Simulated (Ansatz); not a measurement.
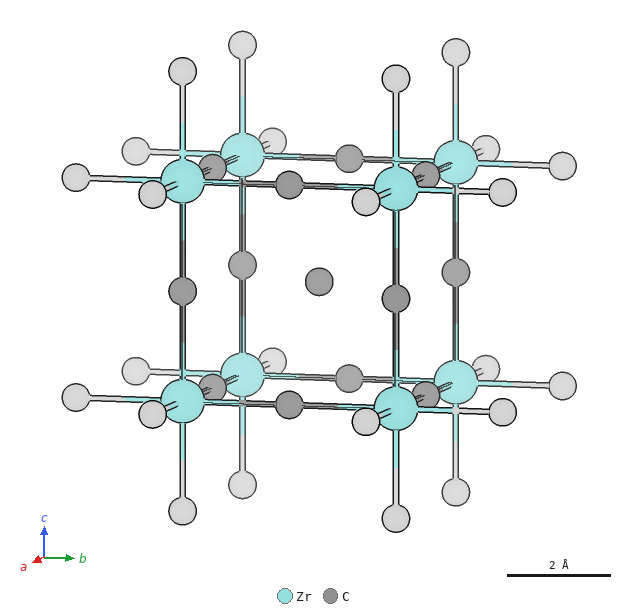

This ball-and-stick model is shown slightly off an axis. The parallelepiped is the conventional unit cell. Periodic images bonded to atoms of the box are shown as well, in fainter colours. Cell: a = 4.32 Å, b = 4.32 Å, c = 4.32 Å, α = 90.00°, β = 90.00°, γ = 90.00°.

It goes back to a structure type filled with these elements by a generator (whether the compound takes this form wasn't checked). Earlier steps of the study, as a rule a relaxation of our own, may have changed the cell and positions, so they can lie some per cent off the listed ones. A calculation with Ansatz used it as input.

**In words:**

The stoichiometry is ZrC4. It is primitive cubic, space group Pm-3m (No. 221). Cell content 1 Zr, 4 C; Z = 1. About every Zr there are six C in an octahedral arrangement at about 2.2 Å. C takes two kinds of site: 3d with two Zr in a linear arrangement at about 2.2 Å; 1b with no bonds drawn. The bonds build a three-dimensional framework; some C atoms stand without bonds in the drawing.

Calculation details: Ansatz, DFT PBE, scalar-relativistic, plane waves, PAW; E_cut = 420 eV, k-point mesh 10×10×10, Gaussian smearing of 0.1 eV, no spin polarisation.

**Is it a metal or an insulator at this level of theory?**

A metal: bands cross the Fermi level.

**What charge does Bader's analysis assign to each element?**

Zr +1.89 e; C -0.65 to +0.05 e.

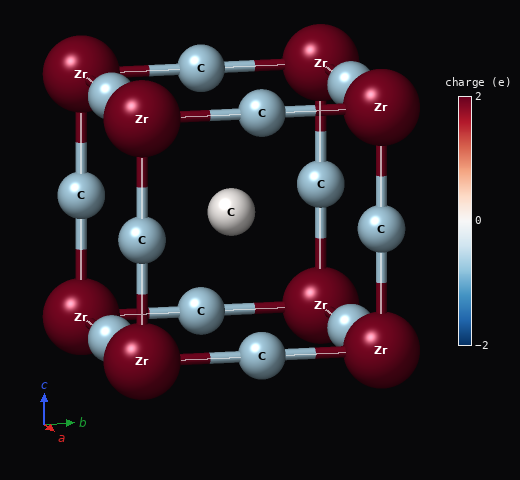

The atoms coloured by those charges. The run's cell of 5 atoms is drawn.

**Does the calculation find this structure at rest?**

Yes. All forces vanish to within 0.01 eV/Å. The pressure is 0.0 GPa, close to zero.
